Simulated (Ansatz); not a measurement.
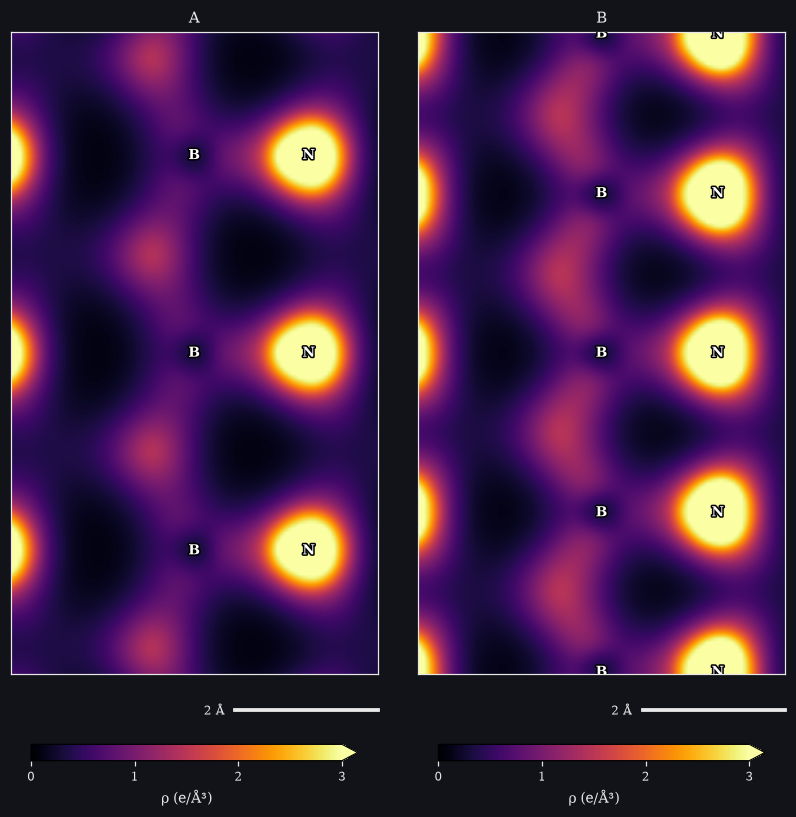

BN. The valence pseudo-density of two cells that differ in size and shape, on the (100) plane of each (indices in the axes of the calculation cell), at one length scale and on one colour scale: A has 6.9 Å³ an atom and B 5.7.

Space group P4₂/mnm; a point of a scan over the structure, not its minimum; a structure from a database of computed crystals, not necessarily the ambient phase; PAW files of the earlier set (soft_1).

Level of theory: DFT PBE, scalar-relativistic, plane waves, PAW in Ansatz 0.2.0.

The larger cell:

```
B N
1.0
     4.45590    0.00000    0.00000
     0.00000    4.45590    0.00000
     0.00000    0.00000    2.77860
B N
4 4
Direct
  0.17428 0.82572 0.50000
  0.32572 0.32572 0.00000
  0.67428 0.67428 0.00000
  0.82572 0.17428 0.50000
  0.81261 0.81261 0.50000
  0.31261 0.68739 0.00000
  0.68739 0.31261 0.00000
  0.18739 0.18739 0.50000
```

The smaller cell: a = 4.522 Å, b = 4.522 Å, c = 2.243 Å, α = 90.00°, β = 90.00°, γ = 90.00°.

> What changes from the larger cell to the smaller?

From the larger cell to the smaller, B–N goes from 1.61 to 1.64 Å, and the density at its midpoint from 1.3 to 1.2 e/Å³; the pressure goes from −29 to 49 GPa; the Kohn–Sham gap goes from 4.7 eV to 3.9 eV.
